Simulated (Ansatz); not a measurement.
**Run report: In₄As₅, single-point calculation**

In₄As₅ (slab, 9 atoms in the cell), computed with DFT PBE, scalar-relativistic, plane waves, PAW, no spin polarisation (Ansatz 0.2.0).

The structure derives from an entry of the Crystallography Open Database. It belongs to a series of runs on one base structure; here: (1 0 0) slab cut from the bulk. Figures and captions count atoms from 1; the log counts them from 0 in places.

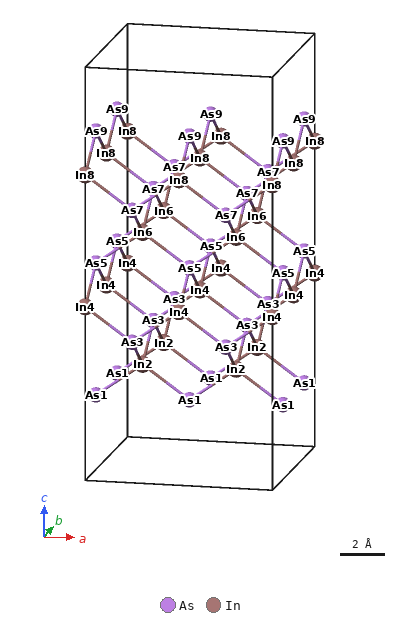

*The structure as given in the input (ball-and-stick view of the 2 × 2 repeat of the cell, with the vacuum cut short, seen slightly off an axis; atoms are numbered from 1 in the order of the input). An atom can appear more than once, as a periodic image.*

Near neighbours in the periodic cell (some may lie outside the picture): As has 2 In at 2.68 Å; In has 4 As at 2.68 Å; As has 4 In at 2.68 Å.

**Input**
```yaml
crystal:
  lattice:
    - [4.3746994652, 0.0, 0.0]
    - [0.0, 4.3746994652, 0.0]
    - [0.0, 0.0, 27.3735186299]
  atoms:
    - { symbol: As, position: [0.0, 0.5, 0.2739874293] }
    - { symbol: In, position: [0.5, 0.5, 0.330490572] }
    - { symbol: As, position: [0.5, 0.0, 0.3869937146] }
    - { symbol: In, position: [0.0, 0.0, 0.4434968573] }
    - { symbol: As, position: [0.0, 0.5, 0.5] }
    - { symbol: In, position: [0.5, 0.5, 0.5565031427] }
    - { symbol: As, position: [0.5, 0.0, 0.6130062854] }
    - { symbol: In, position: [0.0, 0.0, 0.669509428] }
    - { symbol: As, position: [0.0, 0.5, 0.7260125707] }
basis:
  ecutwfc: 420
kpoints:
  mp_grid: { grid: [8, 8, 1] }
hamiltonian:
  xc: pbe
scf:
  occupations: { method: gaussian, width: 0.1 }
output:
  forces: true
  stress: true
  eigenvalues: true
  write_density: true
  write_potential: true
  elf: true
  volumetric_format: npy
efield:
  axis: 3
  dipole_correction: true
  ramp_width: 0.04
```

Hardware: 1 thread of Arm Neoverse V1, 24 GiB of memory available, shared host.

Run as:
```bash
ansatz run input.yaml --threads 1 --pin off --max-ram 2560MiB --backend cpu --events-out ev --progress --plain --runs-dir out
```

**What the program printed**
```
Engine: ansatz 0.2.0, aarch64-unknown-linux-gnu
Pseudopotentials: kind: paw
Pseudopotential: As, paw, valence charge 15, recommended cutoff 420 eV (normal), As.paw.azcp
Pseudopotential: In, paw, valence charge 13, recommended cutoff 420 eV (normal), In.paw.azcp
Functional definition: PBE
  parameter kappa = 0.804
  parameter beta = 0.06672455060314922
  exchange = pbe_x(kappa = kappa, mu = beta*pi^2/3)
  correlation = pbe_c(beta = beta)
Crystal: 9 atoms, lattice volume = 523.874 Å³
Basis set: ecut = 420 eV, 10307 PW (Γ), exchange–correlation on 60×60×384 points (8 copies of the dense FFT grid, shifted against one another)
Bands: 77, of which v1, the nominal top of the filled ones, is band 64 counted from 1 (63 counted from 0)
Symmetry: 4 space group operations
k-points: 25 of 64
Non-local potential: As, projectors of the file, l = 0: 2, l = 1: 2, l = 2: 3, l = 3: 1
Non-local potential: In, projectors of the file, l = 0: 2, l = 1: 2, l = 2: 2, l = 3: 2
PAW form: soft (Blöchl's): semilocal exchange-correlation on the pseudo side does not see the compensation charge
PAW one-centre angular grid: As, 590 points (default); XC on 64 Gauss nodes
PAW one-centre angular grid: In, 590 points (default); XC on 64 Gauss nodes
Initial density: superposition of atomic densities (neutral atoms: chi_scale 0, normalization atom), corrected by the library's trained network
Initial wavefunctions: pseudopotential atomic-orbital guess
Functional: x = pbe(κ = 0.804, μ = 0.2195149727645171), c = pbe(β = 0.06672455060314922)
SCF iter   1: F=—  HF=-46670.748539 eV  |F-HF|=—  |Δ(HF+E_count)|=         —  Δρ=2.54e-3  dr2=1.16e-1  ethr=1.77e-3  p=0.000 e·Å  D=2.89e-14 V/Å  ΔV_dip=-0.00 eV  dr2_dipole=1.27e-7  V_vac-E_F(+/−)=5.77/5.78 eV  ⟨swp⟩=6.7  Hψ=7672  notcnv=0  defer=38
efield: sawtooth ramp at fractional position 0.9800 (placed from the atoms, in the widest stretch of the axis that holds none; the zero of the levels goes with the place), width 0.0400; the density the first Hamiltonian is built on has a dipole p = 0.000 e·Å; the dipole correction subtracts the counter field D = 2.89e-14 V/Å, which shifts the + side's vacuum level by -0.00 eV against the − side's; the planar-averaged density in the ramp window peaks in size at 6.8e-6 e/Å³
preconditioner: auto → LDOS  [metal: Δε(μ)=0.021 eV  Ē_g=13.013 eV  σ=0.100 eV  W_gap=0.12  n_scr=98 (ndim 8)  ℏωp=14.2 eV  f_vac=0.465  D(μ)=5.33/eV (n_scr^D=10)  β→1.0]
SCF iter   2: F=—  HF=-46670.720405 eV  |F-HF|=—  |Δ(HF+E_count)|=   2.81e-2  Δρ=1.16e-3  dr2=9.26e-3  ethr=9.12e-5  p=-0.000 e·Å  D=-2.32e-5 V/Å  ΔV_dip=0.00 eV  dr2_dipole=3.50e-6  V_vac-E_F(+/−)=5.73/5.73 eV  ⟨swp⟩=2.2  Hψ=3065  notcnv=0  defer=155
SCF iter   3: F=—  HF=-46670.721196 eV  |F-HF|=—  |Δ(HF+E_count)|=   7.91e-4  Δρ=3.66e-4  dr2=1.41e-3  ethr=7.29e-6  p=-0.000 e·Å  D=-6.62e-6 V/Å  ΔV_dip=0.00 eV  dr2_dipole=4.54e-7  V_vac-E_F(+/−)=5.73/5.73 eV  ⟨swp⟩=2.0  Hψ=2775  notcnv=0  defer=155
SCF iter   4: F=—  HF=-46670.721000 eV  |F-HF|=—  |Δ(HF+E_count)|=   1.96e-4  Δρ=1.06e-4  dr2=1.30e-4  ethr=1.11e-6  p=-0.000 e·Å  D=-2.15e-6 V/Å  ΔV_dip=0.00 eV  dr2_dipole=5.33e-8  V_vac-E_F(+/−)=5.73/5.73 eV  ⟨swp⟩=2.6  Hψ=3267  notcnv=0  defer=155
SCF iter   5: F=—  HF=-46670.720994 eV  |F-HF|=—  |Δ(HF+E_count)|=   5.57e-6  Δρ=2.92e-5  dr2=7.24e-6  ethr=1.02e-7  p=0.000 e·Å  D=6.57e-7 V/Å  ΔV_dip=-0.00 eV  dr2_dipole=2.07e-8  V_vac-E_F(+/−)=5.73/5.73 eV  ⟨swp⟩=2.0  Hψ=2486  notcnv=0  defer=155
SCF iter   6: F=—  HF=-46670.721065 eV  |F-HF|=—  |Δ(HF+E_count)|=   7.05e-5  Δρ=1.03e-5  dr2=9.87e-7  ethr=5.70e-9  p=0.000 e·Å  D=1.33e-6 V/Å  ΔV_dip=-0.00 eV  dr2_dipole=3.46e-9  V_vac-E_F(+/−)=5.73/5.73 eV  ⟨swp⟩=2.3  Hψ=2949  notcnv=0  defer=155
SCF iter   7: F=—  HF=-46670.721065 eV  |F-HF|=—  |Δ(HF+E_count)|=   7.89e-7  Δρ=4.40e-6  dr2=1.52e-7  ethr=7.77e-10  p=0.000 e·Å  D=7.78e-7 V/Å  ΔV_dip=-0.00 eV  dr2_dipole=6.79e-10  V_vac-E_F(+/−)=5.72/5.72 eV  ⟨swp⟩=2.0  Hψ=3372  notcnv=0  defer=155
SCF iter   8: F=-46670.721065 eV  HF=-46670.721065 eV  |F-HF|=3.35e-9  |Δ(HF+E_count)|=   2.35e-8  Δρ=1.20e-6  dr2=1.88e-8  ethr=7.87e-11  p=0.000 e·Å  D=5.03e-7 V/Å  ΔV_dip=-0.00 eV  dr2_dipole=6.32e-11  V_vac-E_F(+/−)=5.72/5.72 eV  ⟨swp⟩=18.3  Hψ=15488  notcnv=0
SCF 1 converged in 8 iterations: F = -46670.721065 eV  dr2 = 1.88e-8
  greatest PAW one-centre occupation: 0.999 electrons in one spin orbital (limit 2), on the As atom at site 0 (counted from 0), in its partial waves of l = 2
```

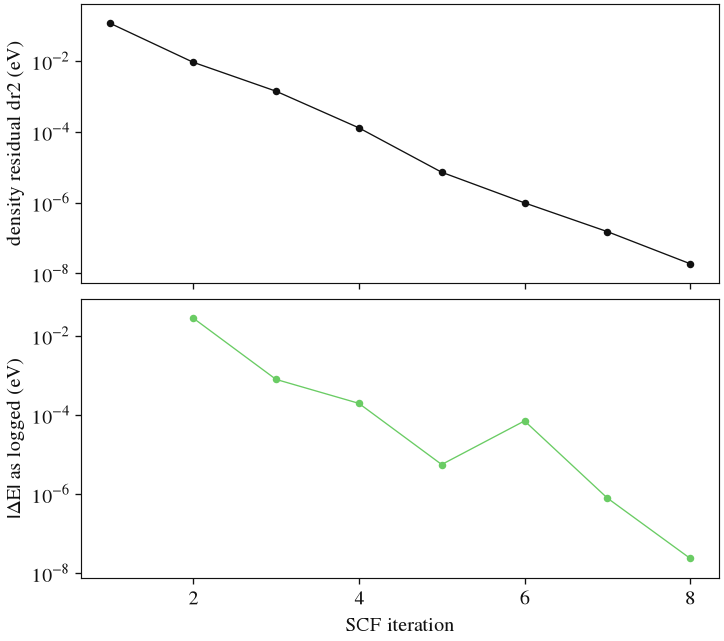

*Convergence of the self-consistent field: density residual dr2 and size of the energy change against the SCF iteration.*

The residual falls at every step.

```
WARN: The output density's exchange-correlation potential varies sharply where the density is thin. Do not read a vacuum level from v_tot or v_xc, or from such a field of the output density. On a cell that repeats whose density bears no net charge and no dipole along the vacuum's axis use v_es (v_loc + v_h of the components); under efield.dipole_correction with no amplitude use v_es + v_field, which holds any external_charges[].barrier, or the levels of the report's work_function block, which leave it out; under a non-zero efield.amplitude the vacuum is tilted and has no level; on a cell that repeats and bears such a dipole with no correction it is tilted too, and efield.dipole_correction with no amplitude gives each side of its ramp a level where efield: is served; in a cell that repeats whose density bears a net charge (total_charge, or a fill off its count) it is curved and has none; of a slab under crystal.periodic whose density bears no net charge use v_es, which has a level on each side, short of where the two are joined; of another it falls or rises all the way out and has none; of a slab beside external_charges read slab_vacuum_level instead, which it has where they leave it neutral. The grid or the basis barely resolves most such structure, and the values can differ between equally converged runs; as a rule a tighter scf.convergence.dr2_threshold does not remove it. Where the density itself ripples (under the LDA too) a higher basis.ecutwfc lessens it. The files hold the spikes' plane waves up to the density's cutoff. Files: v_tot_of_output_density and the like, and their columns of v_z.tsv (output.write_potential); v_xc_of_output_density and the like, and their columns of v_comp_z.tsv (output.write_potential_components). Measured: with its Gaussian average of σ = 0.25 Å subtracted twice, the exchange-correlation potential is over 0.1 eV at 18 of the grid points where the equally averaged density (valence and model cores) is under 1e-3 e/Å³, and 0.202 eV at the most among them, at an averaged density of 9.9e-4 e/Å³. The input density's (outcome.potential() and, of a run that writes arrays, v_tot and v_xc) is over 0.1 eV, so measured, at 19 points of its own thin density, 0.202 eV at the most. See output.write_potential in the manual, Limitations
SCF converged after 8 iterations
Free energy (F): -46670.721065 eV
Harris-Foulkes:  -46670.721065 eV  (|F-HF|=3.35e-9)
Internal energy: -46670.687708 eV  (E = F + TS)
E sigma→0 (E₀):  -46670.704387 eV
Entropy (-TS):   -0.033358 eV (-3.706 meV/atom)
Fermi energy:    0.523158 eV
Dipole field:    D = 0.000007 V/Å  (p = 0.000021 e·Å, saw-weighted, corrected)
Work function:   Φ+ = 5.7245 eV   Φ− = 5.7247 eV
Levels:          The Fermi level and band energies are counted from a zero that moves with the ramp; work functions are not
--- Per-component energies (eV) ---
  E_band       = -2386.263474
  E_kinetic    = 1478.008591
  E_local      = -98754.767487  (includes V_loc(G=0)·N_el)
  E_nonlocal   = -1886.006657
  E_hartree    = 48806.284179
  E_xc         = -1250.704042
  E_vxc        = -784.294754  (∫ρ·V_xc dr)
  E_paw        = -25794.528140  (= ΣΔE_a)
  E_vpaw       = -51.774400  (= ΣTr[D̂ρ^β])
  E_aug_tail   = 0.000146  (compensation charges beyond the density's cutoff)
  E_efield     = 0.000000  (sawtooth field / dipole correction)
  E_vefield    = 0.000000  (∫n·V_field dr)
  E_ewald      = 30731.025702
  E_smearing   = -0.033358  (= −TS)
  E_closure    = -0.000000  (closes the sum)
  Σ components = -46670.721065   (vs F -46670.721065, Δ=0.00e0)
--- Forces (eV/Å), atoms counted from 1 ---
  atom   1  As     0.00000000     0.00000000     0.09579323
  atom   2  In     0.00000000     0.00000000    -0.27222513
  atom   3  As     0.00000000     0.00000000     0.24141800
  atom   4  In     0.00000000     0.00000000    -0.10853291
  atom   5  As     0.00000000     0.00000000     0.00000075
  atom   6  In     0.00000000     0.00000000     0.10853102
  atom   7  As     0.00000000     0.00000000    -0.24141679
  atom   8  In     0.00000000     0.00000000     0.27222220
  atom   9  As     0.00000000     0.00000000    -0.09579005
  max |Σ_I F_I| component: 3.32e-7 eV/Å
--- Stress (GPa, compression-positive) ---
       -0.681219       0.000000       0.000000
        0.000000      -0.681217       0.000000
        0.000000       0.000000       0.055958
  P = ⅓ Tr σ = -0.4355 GPa (-4.355 kbar)
--- Band table (eV; the first three rows and the last of 25) ---
  k-point 0: bands = ["-34.3504", "-34.3504", "-34.3478", "-34.3478", "-34.3475", "-34.3457", "-34.3409", "-34.3129", "-34.3129", "-34.2913", "-34.2913", "-34.2872", "-34.2872", "-34.2835", "-34.2835", "-34.2747", "-34.2747", "-34.2638", "-34.2638", "-34.2607", "-34.2607", "-34.1786", "-34.1786", "-34.1731", "-34.1731", "-13.7098", "-13.6380", "-13.5812", "-13.5812", "-13.5487", "-13.5486", "-13.5166", "-13.5026", "-13.4874", "-13.4786", "-13.3005", "-13.2989", "-13.2277", "-13.2277", "-13.1820", "-13.1820", "-13.1463", "-13.1460", "-13.1060", "-13.1060", "-10.6427", "-10.1868", "-9.6563", "-8.9661", "-8.8241", "-4.3985", "-3.3024", "-2.0535", "-1.2597", "-1.2597", "-0.7875", "-0.7362", "-0.7362", "-0.1109", "-0.1109", "0.5505", "0.5505", "0.7948", "1.3331", "1.3331", "1.7924", "2.5641", "2.7463", "2.8008", "3.1456", "3.2420", "3.7073", "4.2150", "5.1317", "5.1317", "5.7897", "5.9618"]
  k-point 1: bands = ["-34.3504", "-34.3504", "-34.3478", "-34.3478", "-34.3474", "-34.3457", "-34.3409", "-34.3129", "-34.3129", "-34.2913", "-34.2913", "-34.2873", "-34.2872", "-34.2835", "-34.2835", "-34.2747", "-34.2747", "-34.2637", "-34.2637", "-34.2607", "-34.2607", "-34.1786", "-34.1786", "-34.1731", "-34.1731", "-13.7063", "-13.6357", "-13.5900", "-13.5799", "-13.5540", "-13.5499", "-13.5136", "-13.5012", "-13.4884", "-13.4804", "-13.2971", "-13.2944", "-13.2317", "-13.2273", "-13.1917", "-13.1817", "-13.1454", "-13.1412", "-13.1076", "-13.1076", "-10.5516", "-10.1084", "-9.6013", "-8.9381", "-8.8075", "-4.4163", "-3.4490", "-2.3862", "-1.5893", "-1.4018", "-1.1777", "-0.9231", "-0.6715", "-0.1597", "-0.0785", "0.4358", "0.5312", "0.6354", "1.0448", "1.3496", "2.1375", "2.7550", "2.8106", "3.1135", "3.4575", "3.7935", "4.1478", "4.6081", "5.0642", "5.1637", "5.7350", "6.0106"]
  k-point 2: bands = ["-34.3505", "-34.3504", "-34.3477", "-34.3477", "-34.3474", "-34.3457", "-34.3409", "-34.3130", "-34.3129", "-34.2914", "-34.2913", "-34.2873", "-34.2872", "-34.2835", "-34.2834", "-34.2747", "-34.2747", "-34.2637", "-34.2636", "-34.2607", "-34.2607", "-34.1787", "-34.1786", "-34.1731", "-34.1730", "-13.6992", "-13.6347", "-13.6081", "-13.5765", "-13.5637", "-13.5533", "-13.5066", "-13.4975", "-13.4907", "-13.4849", "-13.2953", "-13.2828", "-13.2357", "-13.2264", "-13.2130", "-13.1811", "-13.1433", "-13.1310", "-13.1117", "-13.1115", "-10.2956", "-9.8959", "-9.4715", "-8.9195", "-8.7460", "-4.4939", "-3.8788", "-3.1289", "-2.4849", "-1.9092", "-1.1530", "-0.9460", "-0.4980", "-0.3362", "-0.0122", "0.1200", "0.4534", "0.5040", "0.6088", "1.3896", "2.2905", "2.6078", "2.9557", "3.0970", "4.6657", "4.7721", "5.0304", "5.2574", "5.4997", "5.6151", "5.7699", "5.9684"]
  k-point 24: bands = ["-34.3505", "-34.3505", "-34.3474", "-34.3474", "-34.3469", "-34.3455", "-34.3410", "-34.3130", "-34.3130", "-34.2914", "-34.2914", "-34.2874", "-34.2874", "-34.2832", "-34.2832", "-34.2748", "-34.2748", "-34.2633", "-34.2633", "-34.2608", "-34.2608", "-34.1788", "-34.1787", "-34.1729", "-34.1728", "-13.7363", "-13.6703", "-13.6505", "-13.5471", "-13.5317", "-13.5317", "-13.5125", "-13.5125", "-13.4847", "-13.4847", "-13.2839", "-13.2815", "-13.2577", "-13.2575", "-13.1730", "-13.1730", "-13.1316", "-13.1316", "-13.1109", "-13.1109", "-9.1005", "-9.0014", "-8.9827", "-8.4878", "-8.4874", "-4.8252", "-4.8252", "-4.5043", "-4.5043", "-1.7948", "-1.7948", "-1.7386", "-1.7156", "-1.4616", "-1.3274", "-1.3274", "-0.1915", "-0.1239", "0.0460", "0.0460", "2.8981", "3.1253", "3.3107", "3.3107", "4.2547", "4.3693", "4.3693", "4.5390", "5.5087", "6.6611", "7.2150", "7.2150"]
```

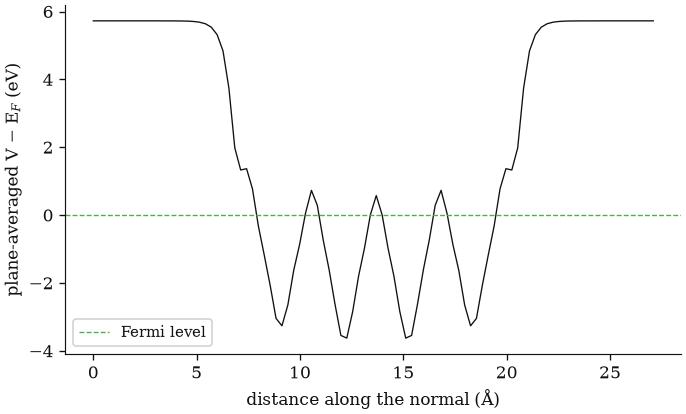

*Plane average of the electrostatic potential energy of an electron across the cell, from the Fermi level.*

The vacuum level lies 5.72 eV above the Fermi level.

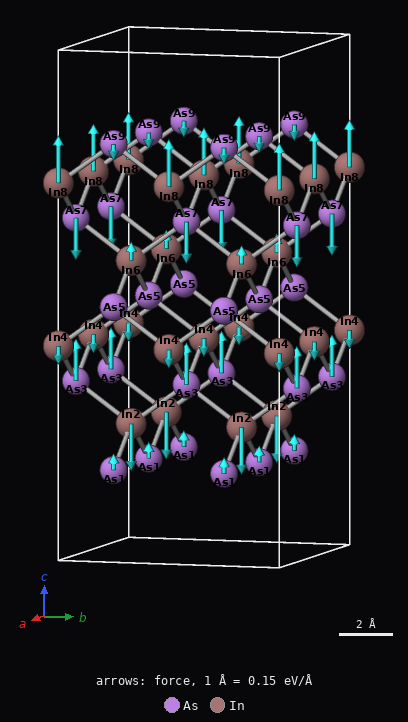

*Forces on the atoms as teal arrows (ball-and-stick view of the 2 × 2 repeat of the cell, with the vacuum cut short, seen slightly off an axis; atoms are numbered from 1 in the order of the input).*

The largest act on In2, In8 (0.27 eV/Å); As3, As7 (0.24 eV/Å); In4, In6 (0.11 eV/Å); As1, As9 (0.10 eV/Å). The geometry is not a stationary point of this energy.

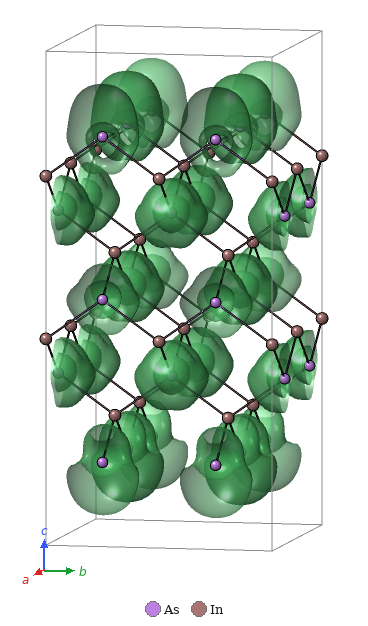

*Isosurface of the electron localisation function at 0.6 (green), seen slightly off an axis. Core shells and regions of very low density are left out. Sticks mark near contacts.*

Values along the shortest contacts: In–As (2.68 Å): the ELF is about 0.55 at the midpoint. Core electrons are frozen (PAW), so the fields are smoothed inside the atomic spheres.

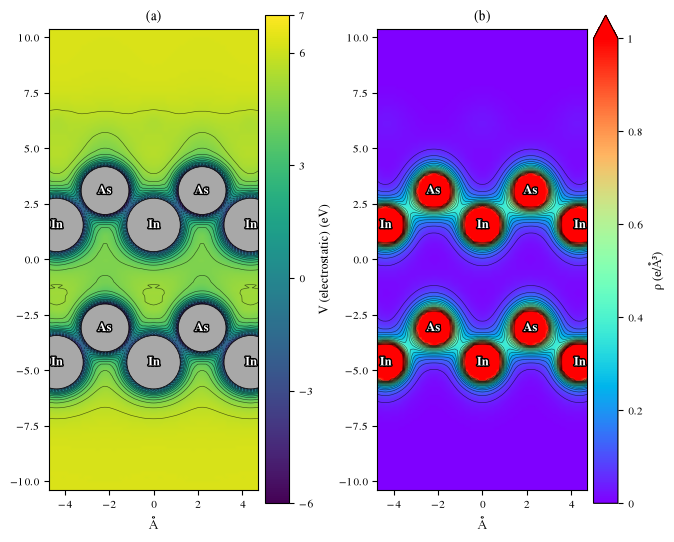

*(a) electrostatic potential energy of an electron; (b) valence charge density (pseudo) on the (100) plane of the calculation cell, a cut from vacuum to vacuum. Grey discs, where drawn, cover atomic cores.*

The section cuts through In and As sites. In–As (2.68 Å): the density is about 0.37 e/Å³ at the midpoint. The density dies away to nearly zero in the vacuum.

**Summary**

- outcome: converged
- electrons treated: 127
- free energy: −46670.7211 eV
- work function, top face: 5.72 eV
- work function, bottom face: 5.72 eV
- Fermi energy: 0.523 eV
- gap on the k-point mesh: none (metallic)
- work function (upper face): 5.72 eV
- largest force (length of the vector): 0.272 eV/Å
- wall time: 2.3 min
- peak memory: 1 GiB

The program warns: the exchange-correlation potential is rough where the density is thin.
